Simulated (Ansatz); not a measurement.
**GaAs: geometry relaxation**

System: GaAs (F-43m, 2 atoms in the cell).
Method: DFT PBEsol, scalar-relativistic, plane waves, PAW, no spin polarisation (Ansatz 0.2.0).

The structure derives from an entry of the Crystallography Open Database. It belongs to a series of runs on one base structure; here: relaxed again at -3 GPa on a finer mesh. Figures and captions count atoms from 1; the log counts them from 0 in places.

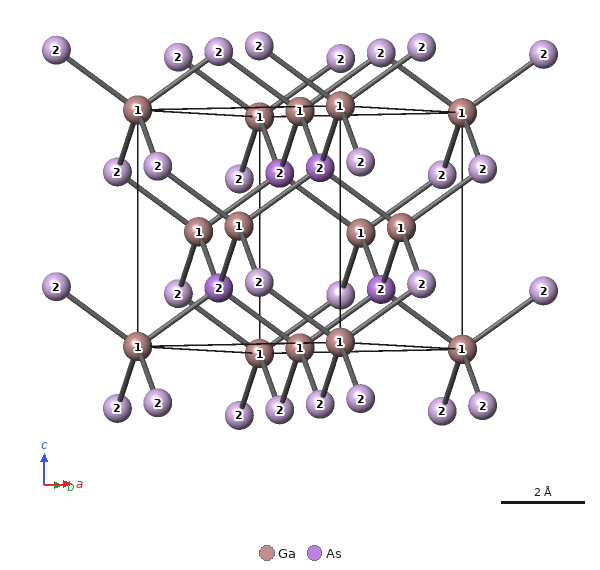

*The input geometry (ball-and-stick view of the cell 4 times as large as that of the calculation, set on its symmetry axes, seen at an oblique angle; neighbours outside the cell are drawn fainter; atoms are numbered from 1 in the order of the input).*

Near neighbours in the crystal (not all of them lie inside the picture): Ga has 4 As at 2.49 Å; As has 4 Ga at 2.49 Å.

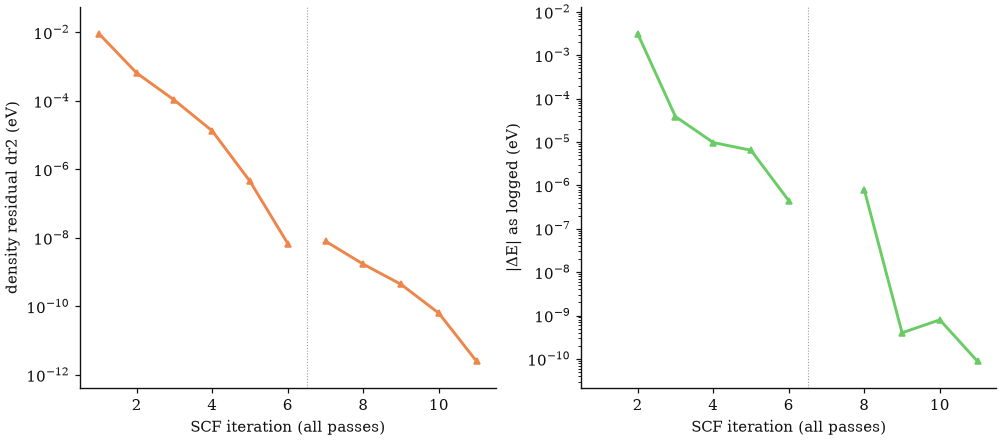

*Convergence of the self-consistent field: density residual dr2 and size of the energy change against the SCF iteration. The dotted lines part the SCF passes of the relaxation: geometry steps, rejected trials and re-solves on a re-selected basis.*

The passes take 6 and 5 iterations.

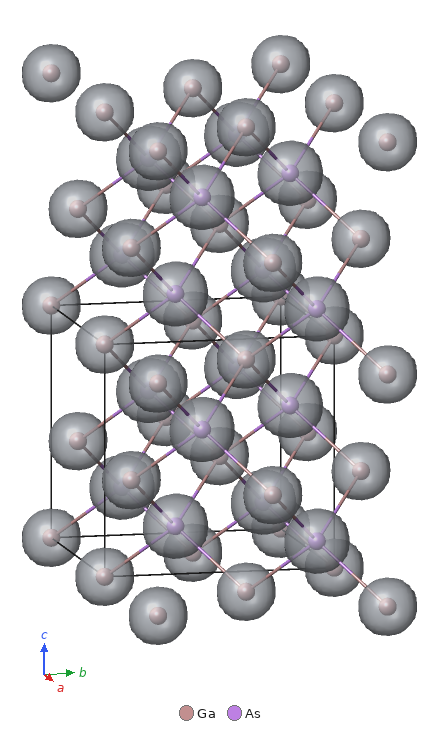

*Isosurface of the valence electron density at 1 e/Å³ (grey), seen slightly off an axis. Sticks mark near contacts. The outline is the cell set on symmetry axes.*

At this value the density breaks into separate islands; it holds about 70 % of the electrons treated as valence (semicore included). It is pinched off along the Ga–As (2.49 Å) contacts. On the grid the lowest density along these lines, outside the cores, is 0.45 e/Å³ (Ga–As, 2.49 Å). In a PAW calculation such maps are meaningful between the atoms, not at the nuclei.

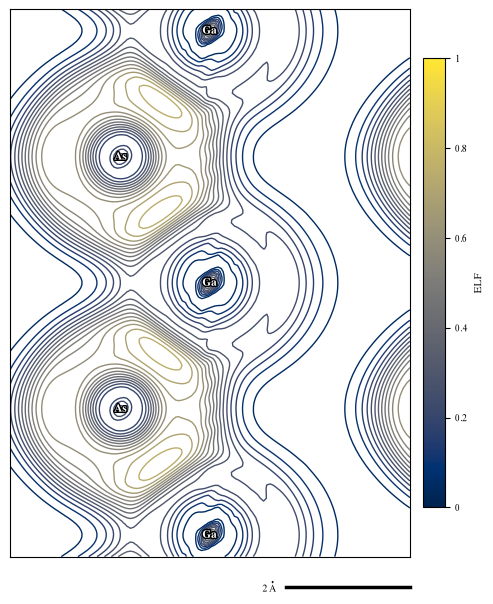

*Electron localisation function on the (110) plane of the conventional cell.*

Atoms in the plane: Ga and As. Ga–As (2.49 Å): the ELF peaks at about 0.80 between the atoms, which marks a covalent bond. The strong features right at Ga lie inside the PAW spheres (semicore, d or f shells) and say nothing about bonding.

The input that produced these results follows, with the program's output.

### The input
```yaml
crystal:
  lattice:
    - [0.0, 2.8757276588, 2.8757276588]
    - [2.8757276588, 0.0, 2.8757276588]
    - [2.8757276588, 2.8757276588, 0.0]
  atoms:
    - { symbol: Ga, position: [0.0, 0.0, 0.0] }
    - { symbol: As, position: [0.75, 0.75, 0.75] }
basis:
  ecutwfc: 420
kpoints:
  mp_grid: { grid: [10, 10, 10] }
hamiltonian:
  xc: pbesol
scf:
  occupations: { method: gaussian, width: 0.01 }
output:
  forces: true
  stress: true
  eigenvalues: true
  write_density: true
  write_potential: true
  elf: true
  volumetric_format: npy
relax:
  adjacent_minimum: "off"
  f_tol: 0.001
  max_steps: 60
  cell: { stress_tol: 0.02, p_target: -3.0 }
```

Command:
```bash
ansatz run input.yaml --threads 1 --pin off --max-ram 3072MiB --backend cpu --events-out ev --progress --plain --runs-dir out
```

### Output
```
Engine: ansatz 0.2.0, x86_64-unknown-linux-gnu
Pseudopotentials: kind: paw
Pseudopotential: Ga, paw, valence charge 13, recommended cutoff 420 eV (normal), Ga.paw.azcp
Pseudopotential: As, paw, valence charge 15, recommended cutoff 420 eV (normal), As.paw.azcp
Functional definition: PBEsol
  exchange = pbesol_x
  correlation = pbesol_c
Crystal: 2 atoms, lattice volume = 47.563 Å³
Basis set: ecut = 420 eV, 941 PW (Γ), exchange–correlation on 60×60×60 points (8 copies of the dense FFT grid, shifted against one another)
Bands: 18, of which v1, the nominal top of the filled ones, is band 14 counted from 1 (13 counted from 0)
Symmetry: 24 space group operations
Space group: F-43m (ITA 216), of the structure as read, at distance tolerance 3.6e-5 Å
k-points: 47 of 1000 (time reversal used)
Non-local potential: Ga, projectors of the file, l = 0: 2, l = 1: 2, l = 2: 3, l = 3: 1
Non-local potential: As, projectors of the file, l = 0: 2, l = 1: 2, l = 2: 3, l = 3: 1
PAW form: soft (Blöchl's): semilocal exchange-correlation on the pseudo side does not see the compensation charge
PAW frozen core: Ga, regenerated for the run's functional, and the local potential with it (the file was generated under x = pbe(κ = 0.804, μ = 0.2195149727645171), c = pbe(β = 0.06672455060314922))
PAW frozen core: As, regenerated for the run's functional, and the local potential with it (the file was generated under x = pbe(κ = 0.804, μ = 0.2195149727645171), c = pbe(β = 0.06672455060314922))
PAW one-centre angular grid: Ga, 590 points (default); XC on 64 Gauss nodes
PAW one-centre angular grid: As, 590 points (default); XC on 64 Gauss nodes
Initial density: superposition of atomic densities (neutral atoms: chi_scale 0, normalization atom), corrected by the library's trained network
Initial wavefunctions: pseudopotential atomic-orbital guess
Functional: x = pbesol(κ = 0.804, μ = 0.12345679012345678), c = pbesol(β = 0.046)
SCF iter   1: F=—  HF=-8556.839830 eV  |F-HF|=—  |Δ(HF+E_count)|=         —  Δρ=3.40e-3  dr2=9.12e-3  ethr=1.77e-3  ⟨swp⟩=6.0  Hψ=3924  notcnv=0
preconditioner: auto → none  [insulator: Δε(μ)=0.053 eV  Ē_g=15.160 eV  σ=0.010 eV  W_gap=1.00  n_scr=14 (ndim 8)  ℏωp=22.8 eV  f_vac=0.105  D(μ)=0.00/eV (n_scr^D=0)  ε∞_Penn≈3.3]
SCF iter   2: F=—  HF=-8556.836687 eV  |F-HF|=—  |Δ(HF+E_count)|=   3.14e-3  Δρ=1.15e-3  dr2=6.46e-4  ethr=3.26e-5  ⟨swp⟩=2.4  Hψ=1639  notcnv=0
SCF iter   3: F=—  HF=-8556.836726 eV  |F-HF|=—  |Δ(HF+E_count)|=   3.86e-5  Δρ=4.45e-4  dr2=1.04e-4  ethr=2.31e-6  ⟨swp⟩=2.0  Hψ=1464  notcnv=0
SCF iter   4: F=—  HF=-8556.836735 eV  |F-HF|=—  |Δ(HF+E_count)|=   9.72e-6  Δρ=2.07e-4  dr2=1.32e-5  ethr=3.73e-7  ⟨swp⟩=2.0  Hψ=1432  notcnv=0
SCF iter   5: F=—  HF=-8556.836742 eV  |F-HF|=—  |Δ(HF+E_count)|=   6.45e-6  Δρ=3.96e-5  dr2=4.45e-7  ethr=4.72e-8  ⟨swp⟩=2.0  Hψ=1269  notcnv=0
SCF iter   6: F=-8556.836742 eV  HF=-8556.836742 eV  |F-HF|=6.37e-9  |Δ(HF+E_count)|=   4.44e-7  Δρ=4.67e-6  dr2=6.78e-9  ethr=3.57e-10  ⟨swp⟩=8.9  Hψ=5791  notcnv=0
SCF 1 converged in 6 iterations: F = -8556.836742 eV  dr2 = 6.78e-9
  greatest PAW one-centre occupation: 0.999 electrons in one spin orbital (limit 2), on the As atom at site 1 (counted from 0), in its partial waves of l = 2
relax step   1: F+E_penalty+E_count = -8556.83674234 eV  Δ(F+E_penalty+E_count) = +0.000e0 eV  max|allowed force component| = 1.295e-16 eV/Å  Δτ_max = 0.0000 Å  P = -3.008 GPa  Ω = 47.563 Å³  (6 SCF iters, dr2 threshold 1.00e-7 eV, accepted)
Initial density: handed on by an earlier stage of this run
Initial wavefunctions: pseudopotential atomic-orbital guess (no wavefunctions were taken with the density)
iter 1 solved again at ethr=2.44e-7 eV; its pass at ethr=3.10e-3 eV (dr2=6.83e-5 eV) is discarded
SCF iter   1: F=—  HF=-8556.836743 eV  |F-HF|=—  |Δ(HF+E_count)|=         —  Δρ=5.13e-6  dr2=7.96e-9  ethr=2.44e-7  ⟨swp⟩=3.0  Hψ=5974  notcnv=0
eigensolver tolerance schedule: the retry pair's looser diagonalisation over-reported the residual by 8579.60 of it (diagonalisation noise at 2.08 of the residual, at the tolerance the schedule requests for it); recorded, not acted on — ethr = c·dr2/N_el stays at c = 1.0e-1
preconditioner: auto → none  [insulator: Δε(μ)=0.068 eV  Ē_g=15.180 eV  σ=0.010 eV  W_gap=1.00  n_scr=14 (ndim 8)  ℏωp=22.8 eV  f_vac=0.084  D(μ)=0.00/eV (n_scr^D=0)  ε∞_Penn≈3.3]
SCF iter   2: F=—  HF=-8556.836742 eV  |F-HF|=—  |Δ(HF+E_count)|=   7.91e-7  Δρ=2.40e-6  dr2=1.70e-9  ethr=2.84e-11  ⟨swp⟩=2.1  Hψ=1518  notcnv=0
SCF iter   3: F=—  HF=-8556.836742 eV  |F-HF|=—  |Δ(HF+E_count)|=  4.00e-10  Δρ=1.12e-6  dr2=4.38e-10  ethr=6.08e-12  ⟨swp⟩=2.0  Hψ=1262  notcnv=0
SCF iter   4: F=—  HF=-8556.836742 eV  |F-HF|=—  |Δ(HF+E_count)|=  7.95e-10  Δρ=3.49e-7  dr2=6.30e-11  ethr=1.56e-12  ⟨swp⟩=2.0  Hψ=1027  notcnv=0
SCF iter   5: F=-8556.836742 eV  HF=-8556.836742 eV  |F-HF|=1.82e-12  |Δ(HF+E_count)|=  8.73e-11  Δρ=7.05e-8  dr2=2.47e-12  ethr=1.00e-12  ⟨swp⟩=4.0  Hψ=3928  notcnv=0
SCF 2 converged in 5 iterations: F = -8556.836742 eV  dr2 = 2.47e-12
relax step   2: F+E_penalty+E_count = -8556.83674234 eV  Δ(F+E_penalty+E_count) = -7.698e-9 eV  max|allowed force component| = 1.272e-16 eV/Å  Δτ_max = 0.0000 Å  P = -3.008 GPa  Ω = 47.563 Å³  stress off target by 7.73e-3 GPa  SCF on the basis re-selected at this cell (its energy is not comparable with the rows above)  (5 SCF iters)
basis re-selected at this cell: Δ(F+E_penalty+E_count) = -7.698e-9 eV, ΔP = +0.000 GPa vs the last step (what re-selecting the basis moved, of the pressure what is left beyond the Pulay correction that the steps carried, after the strain that the cell walked since its last selection, with what the two solves' SCF thresholds leave and, on support functions, any second-order correction that the steps lacked; it is no measure of the basis error at this ecutwfc). This SCF's stress stands 7.73e-3 GPa from its target on what of the cell is left free (relax.cell.stress_tol is 2.00e-2 GPa) and its largest allowed force component is 1.27e-16 eV/Å (relax.f_tol is 1.00e-3 eV/Å): within both
SCF converged after 5 iterations
Free energy (F): -8556.836742 eV
Harris-Foulkes:  -8556.836742 eV  (|F-HF|=1.82e-12)
Internal energy: -8556.836742 eV  (E = F + TS)
E sigma→0 (E₀):  -8556.836742 eV
Fermi energy:    7.404784 eV
--- Per-component energies (eV) ---
  E_band       = -332.630254
  E_kinetic    = 218.042841
  E_local      = -3993.297932  (includes V_loc(G=0)·N_el)
  E_nonlocal   = -242.286233
  E_hartree    = 2001.134620
  E_xc         = -146.506507
  E_vxc        = -136.460643  (∫ρ·V_xc dr)
  E_paw        = -3742.894303  (= ΣΔE_a)
  E_vpaw       = -180.897482  (= ΣTr[D̂ρ^β])
  E_aug_tail   = -0.000106  (compensation charges beyond the density's cutoff)
  E_ewald      = -2652.858528
  E_core_change = 1.829407  (= ΣΔE_core)
  E_smearing   = -0.000000  (= −TS)
  E_closure    = 0.000000  (closes the sum)
  Σ components = -8556.836742   (vs F -8556.836742, Δ=0.00e0)
--- Forces (eV/Å), atoms counted from 1 ---
  atom   1  Ga    -0.00000000     0.00000000     0.00000000
  atom   2  As     0.00000000    -0.00000000    -0.00000000
  max |Σ_I F_I| component: 2.27e-16 eV/Å
--- Stress (GPa, compression-positive) ---
       -3.007728       0.000000      -0.000000
        0.000000      -3.007728       0.000000
       -0.000000       0.000000      -3.007728
  P = ⅓ Tr σ = -3.0077 GPa (-30.077 kbar)
--- Band table (eV; the first three rows and the last of 47) ---
  k-point 0: bands = ["-27.7480", "-27.7480", "-27.7480", "-27.7398", "-27.7398", "-7.3301", "-7.3301", "-7.3301", "-7.2626", "-7.2626", "-5.0245", "7.3701", "7.3701", "7.3701", "7.4379", "11.0549", "11.0549", "11.0549"]
  k-point 1: bands = ["-27.7479", "-27.7479", "-27.7479", "-27.7397", "-27.7397", "-7.3372", "-7.3281", "-7.3281", "-7.2627", "-7.2627", "-4.9153", "5.7714", "7.2230", "7.2230", "8.5458", "11.2429", "11.2759", "11.2759"]
  k-point 2: bands = ["-27.7479", "-27.7477", "-27.7477", "-27.7397", "-27.7397", "-7.3548", "-7.3233", "-7.3233", "-7.2627", "-7.2627", "-4.6019", "4.0891", "6.9031", "6.9031", "8.7086", "11.7134", "11.7134", "12.2632"]
  k-point 46: bands = ["-27.7479", "-27.7472", "-27.7465", "-27.7399", "-27.7392", "-7.4144", "-7.3023", "-7.2922", "-7.2730", "-7.2582", "-2.6911", "0.9177", "4.1064", "4.2783", "11.1736", "11.2172", "13.4370", "13.8722"]
--- Relaxed structure (1 steps of the walk, 1 accepted, 1 SCFs on fresh bases) ---
  F+E_penalty+E_count = -8556.83674234 eV   max|allowed force component| = 1.272e-16 eV/Å   (the final SCF, on the basis selected at the relaxed cell)
  cell:  # Å, volume = 47.5634 Å³
    - [0.0, 2.8757276588, 2.8757276588]
    - [2.8757276588, 0.0, 2.8757276588]
    - [2.8757276588, 2.8757276588, 0.0]
  atoms:
    - { symbol: Ga, position: [0.0, 0.0, 0.0] }
    - { symbol: As, position: [0.7500000000000002, 0.7500000000000002, 0.7500000000000002] }
```

### Trajectory as extended XYZ (Å, eV, eV/Å), 2 frames, from step=1 to step=2
```
2
Lattice="0.0000 2.8757 2.8757 2.8757 0.0000 2.8757 2.8757 2.8757 0.0000" Properties=species:S:1:pos:R:3:forces:R:3 step=1 energy=-8556.83674 pressure_GPa=-3.01
Ga    0.0000    0.0000    0.0000    0.0000   0.0000   0.0000
As    4.3136    4.3136    4.3136    0.0000   0.0000   0.0000
2
Lattice="0.0000 2.8757 2.8757 2.8757 0.0000 2.8757 2.8757 2.8757 0.0000" Properties=species:S:1:pos:R:3:forces:R:3 step=2 energy=-8556.83674 pressure_GPa=-3.01
Ga    0.0000    0.0000    0.0000    0.0000   0.0000   0.0000
As    4.3136    4.3136    4.3136    0.0000   0.0000   0.0000
```

### Summary

- outcome: converged
- space group (tolerance 0.01 Å): F-43m (216)
- electrons treated: 28
- free energy: −8556.8367 eV
- Fermi energy: 7.405 eV
- gap on the k-point mesh: 0.07 eV
- pressure: −3.01 GPa
- final volume: 47.56 Å³
- largest force (length of the vector) at the end: under 0.001 eV/Å
- final cell: a = 4.067 Å, b = 4.067 Å, c = 4.067 Å, α = 60.00°, β = 60.00°, γ = 60.00°
- hardware: 1 thread of Intel Xeon @ 2.50GHz (Skylake/Cascade Lake), 192 GiB of memory available, shared host
- wall time: 11 s
- peak memory: 0.43 GiB
